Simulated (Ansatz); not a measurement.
**NiO: which magnetic state does the SCF reach?**

Aim: see which self-consistent states NiO reaches from different starts at one fixed geometry, and which of them is lowest. NiO is taken in its deposited structure (space group Fm-3m, primitive cell doubled), 4 atoms in the cell. Source: COD entry 4320505, which need not be the ambient phase.

Program: Ansatz 0.2.0. Level of theory: DFT LDA+U, PAW, plane waves, scalar-relativistic; U − J = 6.2 eV on Ni d. These are calculated values, not measurements.

## (1) Starting point

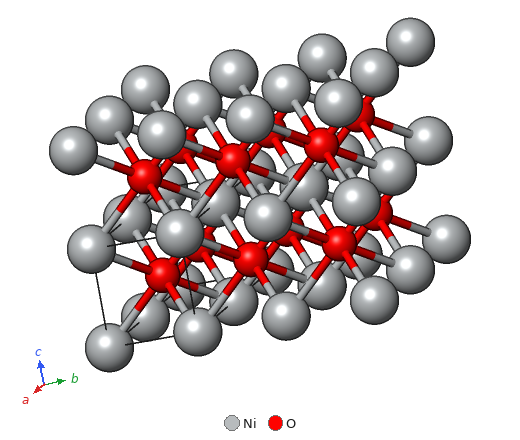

Start, viewed slightly off an axis; nickel light grey, oxygen red. 1×3×2 cells are drawn. Atoms on the faces are drawn again on the opposite ones.

As a file:

```
CELL_PARAMETERS angstrom
0.00000 4.20096 4.20096
2.10048 0.00000 2.10048
2.10048 2.10048 0.00000
ATOMIC_POSITIONS crystal
Ni 0.00000 0.00000 0.00000
Ni 0.50000 0.00000 0.00000
O 0.25000 0.50000 0.50000
O 0.75000 0.50000 0.50000
```

In tables a label like O4 counts atoms in the order of input.yaml; a structure file may count by element.

The first starts: parallel moments, plain SCF; opposed moments +-, plain SCF; no spin polarisation; spin on, no moments given (the program may seed its own), plain SCF. What is tried next depends on their ends.

A plain SCF has the search for lower states switched off and ends at the first converged state. 

Moments by site are taken inside atomic spheres; the rest lies between them.

## (2) Parallel moments, plain SCF

Contents of input.yaml:

```yaml
crystal:
  lattice:
    - [0.0, 4.20096, 4.20096]
    - [2.10048, 0.0, 2.10048]
    - [2.10048, 2.10048, 0.0]
  atoms:
    - { symbol: Ni, position: [0.0, 0.0, 0.0], spin: 2.0 }
    - { symbol: Ni, position: [0.5, 0.0, 0.0], spin: 2.0 }
    - { symbol: O, position: [0.25, 0.5, 0.5] }
    - { symbol: O, position: [0.75, 0.5, 0.5] }
magnetization:
  spin_polarized: true
hamiltonian:
  xc: lda
  pseudopotentials: { kind: paw }
  hubbard: { sites: [{ species: Ni, l: d, u_eff: 6.2 }] }
basis:
  ecutwfc: 420
kpoints:
  mp_grid: { grid: [5, 9, 9] }
scf:
  occupations: { method: fermi_dirac, width: 0.05 }
  lower_state_search: "off"
output:
  forces: true
  stress: true
```

Standard output:

```text
Warning: crystal.symmetry: narrowed to the stabiliser of the k-point mesh — unitary ops 24 → 8; excluded 16 operations that carry a point of the 5×9×9 mesh (shift [0, 0, 0]) off the mesh (the run samples exactly the mesh kpoints.mp_grid names, as under crystal.symmetry.detect: false, and its converged state has the mesh's symmetry, not the crystal's; ε∞, the Born charges and the force constants of a linear response (`dielectric:` by the response, `phonons.method: dfpt`) are averaged over those of the crystal's operations that the state keeps within a tolerance, where `mesh_tensors`, `unaveraged_element` or `gamma_mean_max_change_ev_ang2` stands beside them; a row that `dielectric.field_direction` solves alone is averaged likewise, with nothing beside; a Γ-centred mesh of equal divisions is mapped onto itself by every operation and keeps the whole group, as does a half-shifted one under kpoints.further_shifts: images)
Ni: projections on atomic orbitals take those of the free atom [Ne] 3s2 3p6 3d8 4s2, of charge +0.00 (hamiltonian.pseudopotentials.projection_atoms); the dataset's partial waves leave at most 1.6e-6 of an orbital's norm unspanned inside its sphere
O: projections on atomic orbitals take those of the free atom [He] 2s2 2p4, of charge +0.00 (hamiltonian.pseudopotentials.projection_atoms); the dataset's partial waves leave at most 1.9e-8 of an orbital's norm unspanned inside its sphere
Engine: ansatz 0.2.0, aarch64-unknown-linux-gnu
Pseudopotentials: kind: paw
Pseudopotential: Ni, paw, valence charge 18, recommended cutoff 420 eV (normal), Ni.paw.azcp
Pseudopotential: O, paw, valence charge 6, recommended cutoff 420 eV (normal), O.paw.azcp
Functional definition: SPW92
  exchange = slater_x
  correlation = pw_c
Crystal: 4 atoms, lattice volume = 37.069 Å³
Basis set: ecut = 420 eV, 707 PW (Γ)
Bands: 32, of which v1, the nominal top of the filled ones, is band 24 counted from 1 (23 counted from 0)
Symmetry: 8 space group operations
k-points: 115 of 405
Non-local potential: Ni, projectors of the file, l = 0: 3, l = 1: 2, l = 2: 3, l = 3: 1
Non-local potential: O, projectors of the file, l = 0: 2, l = 1: 2, l = 2: 1
PAW form: soft (Blöchl's): semilocal exchange-correlation on the pseudo side does not see the compensation charge
PAW frozen core: Ni, regenerated for the run's functional, and the local potential with it (the file was generated under x = pbe(κ = 0.804, μ = 0.2195149727645171), c = pbe(β = 0.06672455060314922))
PAW frozen core: O, regenerated for the run's functional, and the local potential with it (the file was generated under x = pbe(κ = 0.804, μ = 0.2195149727645171), c = pbe(β = 0.06672455060314922))
PAW one-centre angular grid: Ni, 590 points (default); XC on 64 Gauss nodes
PAW one-centre angular grid: O, 110 points (default); XC on 64 Gauss nodes
Initial density: superposition of atomic densities (chi_scale 0.1, normalization cell, long waves kept (reshape's long-wave potential 0.00 eV rms))
Starting moments: Σ|m| = 4 μB on 2 of 4 sites
Initial wavefunctions: pseudopotential atomic-orbital guess
Functional: x = slater, c = lda
SCF iter   1: F=—  HF=-12654.879060 eV  |F-HF|=—  |Δ(HF+E_count)|=         —  Δρ=4.04e-1 (↑1.11e-1 ↓4.04e-1)  dr2=6.80e1  dr2_m=1.04e1  M=1.060 μB ∫|m|=1.061 μB  β_m=0.30  ethr=3.10e-3  ⟨swp⟩=5.4  Hψ=26608  notcnv=0  defer=5
preconditioner: auto → Kerker (q_TF=auto, 2.848 Å⁻¹)  [metal: Δε(μ)=0.003 eV  Ē_g=14.694 eV  σ=0.050 eV  W_gap=0.01  n_scr=16 (ndim 8)  ℏωp=34.5 eV  f_vac=0.000  D(μ)=2.60/eV (n_scr^D=28)]
spin=Collinear: Kerker preconditioning applied to the charge; magnetization (m = ρ↑ − ρ↓) channel mixes plain (no charge-response kernel on spin).
SCF iter   2: F=—  HF=-12647.836487 eV  |F-HF|=—  |Δ(HF+E_count)|=    7.04e0  Δρ=8.49e-2 (↑8.49e-2 ↓7.24e-2)  dr2=1.66e0  dr2_m=9.03e-1  M=3.798 μB ∫|m|=3.805 μB  β_m=0.30  ethr=3.10e-3  ⟨swp⟩=3.8  Hψ=19174  notcnv=0  defer=420
Mixer restart at iter 2: flushing history
spin-set hold released at iteration 2 (the charge has settled, or the pull on large starting moments outlasts its swing): the magnetisation degrees of freedom join the quasi-Newton model from the next iteration; the mixer history was flushed
SCF iter   3: F=—  HF=-12648.757709 eV  |F-HF|=—  |Δ(HF+E_count)|=   9.21e-1  Δρ=6.35e-2 (↑4.16e-2 ↓6.35e-2)  dr2=4.12e-1  dr2_m=5.94e-1  M=3.765 μB ∫|m|=3.772 μB  β_m=0.55  ethr=3.10e-3  ⟨swp⟩=3.0  Hψ=14936  notcnv=0  defer=443
SCF iter   4: F=—  HF=-12651.324877 eV  |F-HF|=—  |Δ(HF+E_count)|=    2.57e0  Δρ=6.48e-2 (↑2.45e-2 ↓6.48e-2)  dr2=1.59e0  dr2_m=2.01e-1  M=4.000 μB ∫|m|=4.018 μB  β_m=0.52  ethr=8.59e-4  ⟨swp⟩=2.3  Hψ=12824  notcnv=0  defer=479
SCF iter   5: F=—  HF=-12651.470441 eV  |F-HF|=—  |Δ(HF+E_count)|=   1.46e-1  Δρ=3.57e-2 (↑5.53e-3 ↓3.57e-2)  dr2=3.33e-1  dr2_m=1.30e-1  M=4.000 μB ∫|m|=4.018 μB  β_m=0.76  ethr=8.59e-4  ⟨swp⟩=3.0  Hψ=14614  notcnv=0  defer=682
SCF iter   6: F=—  HF=-12651.404455 eV  |F-HF|=—  |Δ(HF+E_count)|=   6.60e-2  Δρ=1.07e-2 (↑4.08e-3 ↓1.07e-2)  dr2=3.63e-2  dr2_m=1.08e-2  M=4.000 μB ∫|m|=4.014 μB  β_m=0.79  ethr=6.94e-4  ⟨swp⟩=2.0  Hψ=9771  notcnv=0  defer=737
SCF iter   7: F=—  HF=-12651.424562 eV  |F-HF|=—  |Δ(HF+E_count)|=   2.01e-2  Δρ=3.31e-3 (↑1.09e-3 ↓3.31e-3)  dr2=1.24e-3  dr2_m=8.11e-4  M=4.000 μB ∫|m|=4.014 μB  β_m=0.89  ethr=7.55e-5  ⟨swp⟩=2.0  Hψ=10772  notcnv=0  defer=737
SCF iter   8: F=—  HF=-12651.428435 eV  |F-HF|=—  |Δ(HF+E_count)|=   3.87e-3  Δρ=1.61e-3 (↑5.82e-4 ↓1.61e-3)  dr2=5.26e-4  dr2_m=1.59e-4  M=4.000 μB ∫|m|=4.014 μB  β_m=0.85  ethr=2.59e-6  ⟨swp⟩=2.2  Hψ=11540  notcnv=0  defer=730
SCF iter   9: F=—  HF=-12651.428912 eV  |F-HF|=—  |Δ(HF+E_count)|=   4.77e-4  Δρ=5.49e-4 (↑1.27e-4 ↓5.49e-4)  dr2=1.07e-4  dr2_m=3.04e-5  M=4.000 μB ∫|m|=4.014 μB  β_m=0.91  ethr=1.10e-6  ⟨swp⟩=2.2  Hψ=12039  notcnv=0  defer=726
SCF iter  10: F=—  HF=-12651.428899 eV  |F-HF|=—  |Δ(HF+E_count)|=   1.27e-5  Δρ=9.23e-5 (↑1.79e-5 ↓9.23e-5)  dr2=3.59e-6  dr2_m=5.90e-7  M=4.000 μB ∫|m|=4.014 μB  β_m=0.96  ethr=2.23e-7  ⟨swp⟩=2.1  Hψ=8536  notcnv=0  defer=726
SCF iter  11: F=—  HF=-12651.428899 eV  |F-HF|=—  |Δ(HF+E_count)|=   1.61e-7  Δρ=1.60e-5 (↑5.68e-6 ↓1.60e-5)  dr2=4.55e-8  dr2_m=2.49e-8  M=4.000 μB ∫|m|=4.014 μB  β_m=0.98  ethr=2.08e-10  ⟨swp⟩=3.3  Hψ=27137  notcnv=0
SCF iter  12: F=-12651.428899 eV  HF=-12651.428899 eV  |F-HF|=5.74e-9  |Δ(HF+E_count)|=   6.13e-8  Δρ=4.89e-6 (↑1.04e-6 ↓4.89e-6)  dr2=3.83e-9  dr2_m=1.63e-9  M=4.000 μB ∫|m|=4.014 μB  ethr=9.47e-11  ⟨swp⟩=2.0  Hψ=22916  notcnv=0
SCF 1 converged in 12 iterations: F = -12651.428899 eV  dr2 = 3.83e-9
SCF converged after 12 iterations
Magnetization: 4.0000 μB (26.0000 up, 22.0000 down)
Absolute magnetization: 4.0121 μB (∫|ρ↑−ρ↓|, with the PAW one-centre terms)
Spin contamination: 0.0033 ħ² per cell (⟨S²⟩ above its minimum at these occupations)
Per-site moments (μB) at R_I (Å): [(1.690294248766817, 0.8664480000000001), (1.690294248766817, 0.8664480000000001), (0.23765495136513792, 0.8664480000000001), (0.23765495136513792, 0.8664480000000001)]
Free energy (F): -12651.428899 eV
Harris-Foulkes:  -12651.428899 eV  (|F-HF|=5.74e-9)
Internal energy: -12651.428899 eV  (E = F + TS)
E sigma→0 (E₀):  -12651.428899 eV
Fermi energy:    13.782003 eV
--- Per-component energies (eV) ---
  E_band       = -739.529474
  E_kinetic    = 897.947999
  E_local      = -8035.868348  (includes V_loc(G=0)·N_el)
  E_nonlocal   = 1388.040609
  E_hartree    = 3289.823880
  E_xc         = -308.510440
  E_vxc        = -398.055349  (∫ρ·V_xc dr)
  E_hubbard    = 1.709353  (on-site DFT+U / exact-exchange correction)
  E_vhub       = -47.932232  (the Hubbard potential's part of the band-sum identity)
  E_paw        = -3421.221855  (= ΣΔE_a)
  E_vpaw       = -1123.310260  (= ΣTr[D̂ρ^β])
  E_aug_tail   = 0.005846  (compensation charges beyond the density's cutoff)
  E_ewald      = -6464.418027
  E_core_change = 1.062084  (= ΣΔE_core)
  E_smearing   = -0.000000  (= −TS)
  E_closure    = -0.000000  (closes the sum)
  Σ components = -12651.428899   (vs F -12651.428899, Δ=0.00e0)
--- Forces (eV/Å), atoms counted from 1 ---
  atom   1  Ni     0.00000000     0.00000000     0.00000000
  atom   2  Ni     0.00000000     0.00000000     0.00000000
  atom   3  O      0.00000000     0.00000000     0.00000000
  atom   4  O      0.00000000     0.00000000     0.00000000
  max |Σ_I F_I| component: 2.22e-27 eV/Å
--- Stress (GPa, compression-positive) ---
       -8.755220      -0.000032      -0.000032
        0.000253      -8.755537       0.000103
        0.000253       0.000103      -8.755537
  P = ⅓ Tr σ = -8.7554 GPa (-87.554 kbar)
Occupation matrices written to <dir>
```

Run time: 14 s. Hardware: 2 threads of an Arm CPU, shared host; peak memory 0.53 GiB.

End: ferromagnetic, site moments Ni1 1.69, Ni2 1.69, O3 0.24, O4 0.24 μB, total 4.00 μB per cell, a gap of 1.60 eV on the k-mesh.

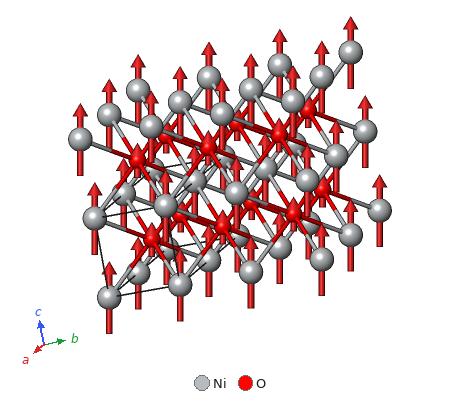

Arrows show the site moments: red and blue are opposite signs, and length grows with size. The axis is drawn upright for the eye.

## (3) Opposed moments +-, plain SCF

input.yaml, as its differences from that of step 2:

```diff
@@ -7,3 +7,3 @@
     - { symbol: Ni, position: [0.0, 0.0, 0.0], spin: 2.0 }
-    - { symbol: Ni, position: [0.5, 0.0, 0.0], spin: 2.0 }
+    - { symbol: Ni, position: [0.5, 0.0, 0.0], spin: -2.0 }
     - { symbol: O, position: [0.25, 0.5, 0.5] }
```

Standard output (excerpt; [...] marks lines left out):

```text
Warning: crystal.symmetry: narrowed to the stabiliser of the k-point mesh — unitary ops 12 → 4, anti-unitary 12 → 4; excluded 16 operations that carry a point of the 5×9×9 mesh (shift [0, 0, 0]) off the mesh (the run samples exactly the mesh kpoints.mp_grid names, as under [...]
[... 12 lines as in an earlier run ...]
Symmetry: 4 space group operations
[... 9 lines as in an earlier run ...]
Starting moments: Σ|m| = 4 μB on 2 of 4 sites
[... 2 lines as in an earlier run ...]
spin-down is spin-up translated by (0.5, 0, 0): one eigenproblem is solved per k-point and the antiferromagnetic symmetry of the starting moments is kept exactly by this SCF (crystal.symmetry.spin_inversion_symmetry: false solves both channels; [...]
SCF iter   1: F=—  HF=-12654.942537 eV  |F-HF|=—  |Δ(HF+E_count)|=         —  Δρ=2.88e-1 (↑2.88e-1 ↓2.88e-1)  dr2=6.50e1  dr2_m=9.49e0  M=0.000 μB ∫|m|=0.964 μB  β_m=0.30  ethr=3.10e-3  ⟨swp⟩=5.4  Hψ=13322  notcnv=0  defer=37
[...]
[... 1 line as in an earlier run ...]
[...]
SCF converged after 12 iterations
Magnetization: 0.0000 μB (24.0000 up, 24.0000 down)
Absolute magnetization: 3.4990 μB (∫|ρ↑−ρ↓|, with the PAW one-centre terms)
Spin contamination: 1.8908 ħ² per cell (⟨S²⟩ above its minimum at these occupations)
Per-site moments (μB) at R_I (Å): [(1.6242711389323745, 0.8664480000000001), (-1.6242711389323745, 0.8664480000000001), (-8.331668315199783e-18, 0.8664480000000001), (2.833331541432609e-17, 0.8664480000000001)]
Free energy (F): -12651.670126 eV
[...]
E sigma→0 (E₀):  -12651.670126 eV
Fermi energy:    13.691750 eV
[...]
--- Forces (eV/Å), atoms counted from 1 ---
  atom   1  Ni     0.00000000     0.00000000     0.00000000
  atom   2  Ni     0.00000000     0.00000000     0.00000000
  atom   3  O      0.00000000    -0.00000000    -0.00000000
  atom   4  O     -0.00000000     0.00000000     0.00000000
[...]
--- Stress (GPa, compression-positive) ---
      -11.771086       0.115658       0.115658
        0.115655     -11.771614      -0.115505
        0.115655      -0.115505     -11.771614
  P = ⅓ Tr σ = -11.7714 GPa (-117.714 kbar)
Occupation matrices written to <dir>
```

It took 8.1 s on 2 threads of an Arm CPU, shared host; peak memory 0.51 GiB.

End: antiferromagnetic (magnetic neighbours of Ni1 with a moment over 0.3 of its own that point the other way: 6 of 12 at 2.97 Å, 6 of 6 at 4.20 Å), site moments Ni1 1.62, Ni2 -1.62 μB, total 0.00 μB per cell, a gap of 2.94 eV on the k-mesh. Against step 2, the lowest until now, it is 60.3 meV/atom lower.

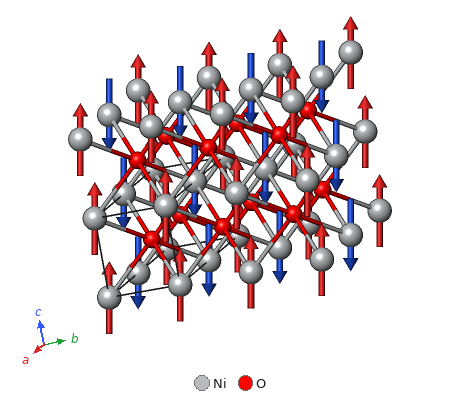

Arrows show the site moments: red and blue are opposite signs, and length grows with size. The axis is drawn upright for the eye.

## (4) No spin polarisation

input.yaml, as its differences from that of step 3:

```diff
@@ -6,8 +6,6 @@
   atoms:
-    - { symbol: Ni, position: [0.0, 0.0, 0.0], spin: 2.0 }
-    - { symbol: Ni, position: [0.5, 0.0, 0.0], spin: -2.0 }
+    - { symbol: Ni, position: [0.0, 0.0, 0.0] }
+    - { symbol: Ni, position: [0.5, 0.0, 0.0] }
     - { symbol: O, position: [0.25, 0.5, 0.5] }
     - { symbol: O, position: [0.75, 0.5, 0.5] }
-magnetization:
-  spin_polarized: true
 hamiltonian:
```

Standard output (excerpt; [...] marks lines left out):

```text
[... 12 lines as in an earlier run ...]
Bands: 28, of which v1, the nominal top of the filled ones, is band 24 counted from 1 (23 counted from 0)
[... 9 lines as in an earlier run ...]
[...]
[... 2 lines as in an earlier run ...]
SCF iter   1: F=—  HF=-12658.594476 eV  |F-HF|=—  |Δ(HF+E_count)|=         —  Δρ=5.14e-1  dr2=7.84e1  ethr=3.10e-3  ⟨swp⟩=4.5  Hψ=10763  notcnv=0
[...]
SCF iter  12: F=-12648.125553 eV  HF=-12648.125553 eV  |F-HF|=5.86e-9  |Δ(HF+E_count)|=   1.21e-7  Δρ=5.21e-6  dr2=7.68e-9  ethr=2.08e-10  ⟨swp⟩=3.8  Hψ=13334  notcnv=0
the last iteration of the SCF fills more bands at one k-point than at another: 23 at k=2 and 25 at k=6 (a band counts as filled where it holds over half of its capacity, the bands of one level by their mean; [...]
SCF converged after 12 iterations
Free energy (F): -12648.125553 eV
[...]
E sigma→0 (E₀):  -12648.111704 eV
Entropy (-TS):   -0.027699 eV (-6.925 meV/atom)
Fermi energy:    13.024847 eV
[...]
--- Forces (eV/Å), atoms counted from 1 ---
  atom   1  Ni     0.00000000     0.00000000     0.00000000
  atom   2  Ni     0.00000000     0.00000000     0.00000000
  atom   3  O      0.00000000     0.00000000     0.00000000
  atom   4  O      0.00000000     0.00000000    -0.00000000
[...]
--- Stress (GPa, compression-positive) ---
      -24.542036       0.060800       0.060800
        0.060800     -21.596833      -0.017230
        0.060800      -0.017230     -21.596833
  P = ⅓ Tr σ = -22.5786 GPa (-225.786 kbar)
Occupation matrices written to <dir>
```

Run time: 7.3 s. Hardware: 2 threads of an Arm CPU, shared host; peak memory 0.43 GiB.

Result: non-magnetic (no spin polarisation), no gap on the k-mesh. It lies 886 meV/atom above the lowest state so far (step 3).

## (5) Spin on, no moments given (the program may seed its own), plain SCF

input.yaml, as its differences from that of step 4:

```diff
@@ -24 +24,3 @@
   stress: true
+magnetization:
+  spin_polarized: true
```

Standard output (excerpt; [...] marks lines left out):

```text
Warning: crystal.symmetry: narrowed to the stabiliser of the k-point mesh — unitary ops 24 → 8, anti-unitary 24 → 8; excluded 32 operations that carry a point of the 5×9×9 mesh (shift [0, 0, 0]) off the mesh (the run samples exactly the mesh kpoints.mp_grid names, as under [...]
[... 2 lines as in an earlier run ...]
band count auto-derived: 30 (N_el = 48.0; filled up to band 24; 29 by the electrons, moments and atoms)
[... 9 lines as in an earlier run ...]
Bands: 30, of which v1, the nominal top of the filled ones, is band 24 counted from 1 (23 counted from 0)
[... 12 lines as in an earlier run ...]
SCF iter   1: F=—  HF=-12658.595750 eV  |F-HF|=—  |Δ(HF+E_count)|=         —  Δρ=2.57e-1 (↑2.57e-1 ↓2.57e-1)  dr2=7.84e1  dr2_m=0.00e0  M=0.000 μB ∫|m|=0.000 μB  β_m=0.30  ethr=3.10e-3  ⟨swp⟩=5.3  Hψ=11817  notcnv=0  defer=3
[...]
[... 1 line as in an earlier run ...]
[...]
SCF iter  13: F=-12651.428899 eV  HF=-12651.428899 eV  |F-HF|=3.11e-10  |Δ(HF+E_count)|=   4.19e-7  Δρ=3.37e-6 (↑2.16e-6 ↓3.37e-6)  dr2=1.69e-9  dr2_m=1.66e-9  M=4.000 μB ∫|m|=4.014 μB  ethr=2.08e-10  ⟨swp⟩=3.2  Hψ=25929  notcnv=0
[...]
SCF converged after 13 iterations
Magnetization: 4.0000 μB (26.0000 up, 22.0000 down)
Absolute magnetization: 4.0121 μB (∫|ρ↑−ρ↓|, with the PAW one-centre terms)
Spin contamination: 0.0033 ħ² per cell (⟨S²⟩ above its minimum at these occupations)
Per-site moments (μB) at R_I (Å): [(1.6902942396808514, 0.8664480000000001), (1.6902942396808514, 0.8664480000000001), (0.23765591661160013, 0.8664480000000001), (0.23765591661160013, 0.8664480000000001)]
Free energy (F): -12651.428899 eV
[...]
E sigma→0 (E₀):  -12651.428899 eV
Fermi energy:    13.782010 eV
[... 29 lines left out: energy terms, forces, stress ...]
Occupation matrices written to <dir>
```

Wall time 13 s (2 threads of an Arm CPU, shared host); peak memory 0.52 GiB.

The run ends in the same state as step 2 (ferromagnetic); it took 13 iterations.

## (6) Parallel moments scaled by 0.2, plain SCF

input.yaml, as its differences from that of step 5:

```diff
@@ -6,6 +6,8 @@
   atoms:
-    - { symbol: Ni, position: [0.0, 0.0, 0.0] }
-    - { symbol: Ni, position: [0.5, 0.0, 0.0] }
+    - { symbol: Ni, position: [0.0, 0.0, 0.0], spin: 0.4 }
+    - { symbol: Ni, position: [0.5, 0.0, 0.0], spin: 0.4 }
     - { symbol: O, position: [0.25, 0.5, 0.5] }
     - { symbol: O, position: [0.75, 0.5, 0.5] }
+magnetization:
+  spin_polarized: true
 hamiltonian:
@@ -24,3 +26 @@
   stress: true
-magnetization:
-  spin_polarized: true
```

Standard output (excerpt; [...] marks lines left out):

```text
[... 23 lines as in an earlier run ...]
Starting moments: Σ|m| = 0.8 μB on 2 of 4 sites
[... 2 lines as in an earlier run ...]
SCF iter   1: F=—  HF=-12658.446615 eV  |F-HF|=—  |Δ(HF+E_count)|=         —  Δρ=2.89e-1 (↑2.25e-1 ↓2.89e-1)  dr2=7.80e1  dr2_m=4.13e-1  M=0.243 μB ∫|m|=0.244 μB  β_m=0.30  ethr=3.10e-3  ⟨swp⟩=5.3  Hψ=23432  notcnv=0
[...]
[... 1 line as in an earlier run ...]
[...]
spin-set hold released at iteration 9 (site moments contracting): the magnetisation degrees of freedom join the quasi-Newton model from the next iteration; the mixer history was flushed
[...]
SCF iter  17: F=-12651.428899 eV  HF=-12651.428899 eV  |F-HF|=2.11e-9  |Δ(HF+E_count)|=   3.04e-8  Δρ=6.29e-6 (↑1.60e-6 ↓6.29e-6)  dr2=1.15e-8  dr2_m=2.58e-9  M=4.000 μB ∫|m|=4.014 μB  ethr=2.08e-10  ⟨swp⟩=3.6  Hψ=19343  notcnv=0
[...]
SCF converged after 17 iterations
Magnetization: 4.0000 μB (26.0000 up, 22.0000 down)
Absolute magnetization: 4.0121 μB (∫|ρ↑−ρ↓|, with the PAW one-centre terms)
Spin contamination: 0.0033 ħ² per cell (⟨S²⟩ above its minimum at these occupations)
Per-site moments (μB) at R_I (Å): [(1.690293337439449, 0.8664480000000001), (1.690293337439449, 0.8664480000000001), (0.23765548516037652, 0.8664480000000001), (0.23765548516037652, 0.8664480000000001)]
Free energy (F): -12651.428899 eV
[...]
E sigma→0 (E₀):  -12651.428899 eV
Fermi energy:    13.782045 eV
[... 29 lines left out: energy terms, forces, stress ...]
Occupation matrices written to <dir>
```

It took 16 s on 2 threads of an Arm CPU, shared host; peak memory 0.52 GiB.

This is the state of step 2 again (ferromagnetic), after 17 iterations.

(Part 1 of 2 ends here.)
